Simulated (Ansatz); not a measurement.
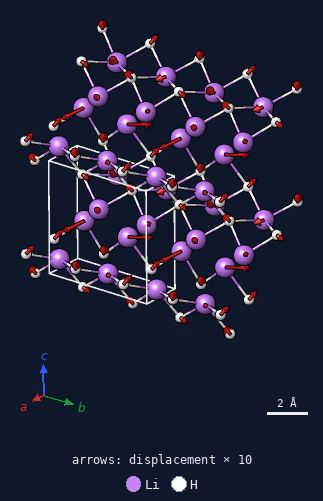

A relaxation of a crystal of Li$_{2}$H (a generated structure, set up in P1) (coarse preliminary run). The starting structure is drawn; red arrows show the displacements (the part carried along by the change of the cell is left out), magnified 10 times.

The picture is a ball-and-stick view of the cell of the calculation, repeated 1 × 2 × 2 with one cell outlined, seen slightly off an axis.

These are results of Ansatz, DFT PBE, scalar-relativistic, plane waves, PAW, not measurements.

The input:
```yaml
crystal:
  lattice:
    - [-0.1289483847, -0.0253155844, -4.8979082751]
    - [5.2331424975, 0.0904267713, 0.1336837208]
    - [-1.408272905, -5.6206918742, -0.0624409903]
  atoms:
    - { symbol: Li, position: [0.7303757758, 0.0252265237, 0.0989410554] }
    - { symbol: Li, position: [0.7254964824, 0.5220257353, 0.1032755448] }
    - { symbol: Li, position: [0.2102289681, 0.4771644334, 0.893918405] }
    - { symbol: Li, position: [0.2218876891, 0.9854547082, 0.9054707299] }
    - { symbol: Li, position: [0.6595572781, 0.413949942, 0.6355835848] }
    - { symbol: Li, position: [0.6575539439, 0.9045348884, 0.6293642425] }
    - { symbol: Li, position: [0.1563600248, 0.1159213667, 0.3857337589] }
    - { symbol: Li, position: [0.1681634716, 0.5674090392, 0.3645560698] }
    - { symbol: H, position: [0.5392466416, 0.2093270182, 0.8750734414] }
    - { symbol: H, position: [0.5574007326, 0.727679368, 0.8713519019] }
    - { symbol: H, position: [0.0233606137, 0.2761619005, 0.1183341555] }
    - { symbol: H, position: [0.0503642583, 0.7751450764, 0.1183971101] }
basis:
  ecutwfc: 420
kpoints:
  mp_grid: { grid: [4, 4, 4] }
hamiltonian:
  xc: pbe
scf:
  occupations: { method: gaussian, width: 0.2 }
  lower_state_search: "off"
output:
  forces: true
  stress: true
  eigenvalues: true
relax:
  adjacent_minimum: "off"
  f_tol: 0.025
  max_steps: 60
  cell: { stress_tol: 0.25 }
```

Command:
```bash
ansatz run input.yaml --threads 1 --pin off --max-ram 2048MiB --backend cpu --events-out ev --progress --plain --runs-dir out
```

Q: What happened in the run?

A: After 2 accepted moves (3 points after the start) the energy has fallen by 14.6 meV per atom. Largest force component: 0.52 eV/Å at the start, 0.014 eV/Å at the end. Pressure: −0.19 GPa at the start and −0.01 GPa at the end. The SCF was repeated once at an unchanged geometry on a basis and grid sized afresh for the cell, which shifted the energy by less than 0.05 meV per atom at most. The largest moves relative to the cell, 0.14 Å, are those of Li7 and Li8. Li7 goes roughly along [0 −3 −2]. Largest moves by element: Li 0.14 Å, H 0.11 Å. Cell: a 4.900 → 4.924 Å (+0.5 %), b 5.236 → 5.099 Å (−2.6 %), c 5.795 → 5.798 Å (0.0 %), α 105.1° → 102.4°, β 88.7° → 90.0°, γ 93.0° → 90.1°. Volume −0.8 %. Among the contacts that change: Li7–Li8 2.846 → 2.547 Å, Li8–H12 2.112 → 1.941 Å, Li3–H9 2.174 → 2.007 Å, Li7–Li8 (another image) 2.396 → 2.551 Å. Among the angles between lasting bonds that change: H9–Li5–H10 86.9° → 81.8°, Li1–H11–Li2 83.6° → 79.0°, Li4–H9–Li6 85.2° → 81.7°. The space group stays P1 (No. 1). The run took 20 s on 1 thread of Intel(R) Xeon(R) 6975P-C (Granite Rapids), with other jobs on the host, peak memory 0.42 GiB.
